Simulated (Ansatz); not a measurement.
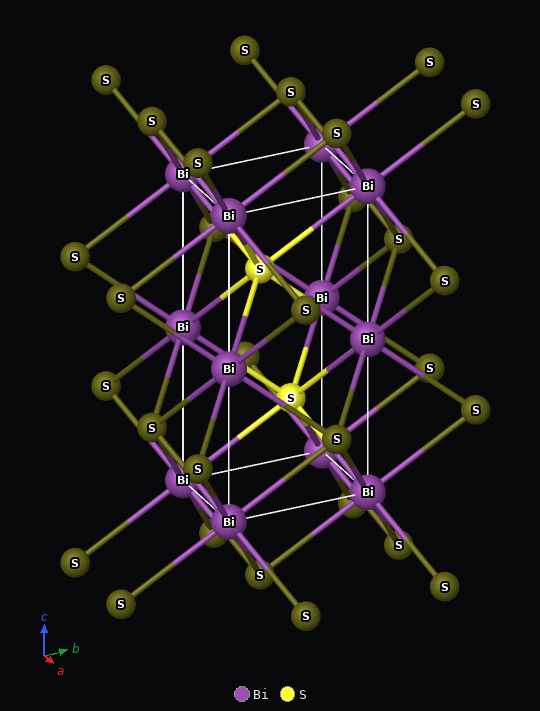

A ball-and-stick rendering, viewed slightly off an axis. The wireframe shows the conventional unit cell. Bonded atoms from the next cells complete the picture, in fainter colours.

BiS, nickel arsenide (NiAs) type, space group P6_3/mmc (No. 194), a = 4.253 Å, b = 4.253 Å, c = 6.938 Å, α = 90.00°, β = 90.00°, γ = 120.00°. The structure comes from a structure type filled with these elements by a generator (whether the compound takes this form wasn't checked). Earlier steps of the study, as a rule a relaxation of our own, may have changed the cell and positions, so they can lie some per cent off the listed ones. It was run through Ansatz as a DFT input.

This one geometry was computed with Ansatz (DFT, plane waves, PAW) at five levels of theory: PBE with spin-orbit coupling, LDA, PBE, PBEsol and r2SCAN.

> Which level gives the highest pressure at this volume, and what does that say about its equilibrium volume?

Highest: PBE with spin-orbit coupling (1.2 GPa), which points to the largest equilibrium volume. Lowest, with the smallest volume: LDA (-4.2 GPa). Levels within 0.5 GPa of each other can't be told apart.

> How does the band gap change with the level of theory?

All levels give a metal, though semilocal functionals underestimate gaps and can close a small one.

> Collect the results in a table.

| level | cutoff (eV) | k-mesh of the run's cell | gap (eV) | pressure (GPa) |
| --- | --- | --- | --- | --- |
| PBE with spin-orbit coupling | 420 | 10×10×6 | metal | 1.2 |
| LDA | 420 | 10×10×6 | metal | -4.2 |
| PBE | 420 | 10×10×6 | metal | 0.0 |
| PBEsol | 420 | 10×10×6 | metal | -2.8 |
| r2SCAN | 500 | 10×10×6 | metal | -1.0 |

Gaps are taken on the k-mesh or band path of each run.
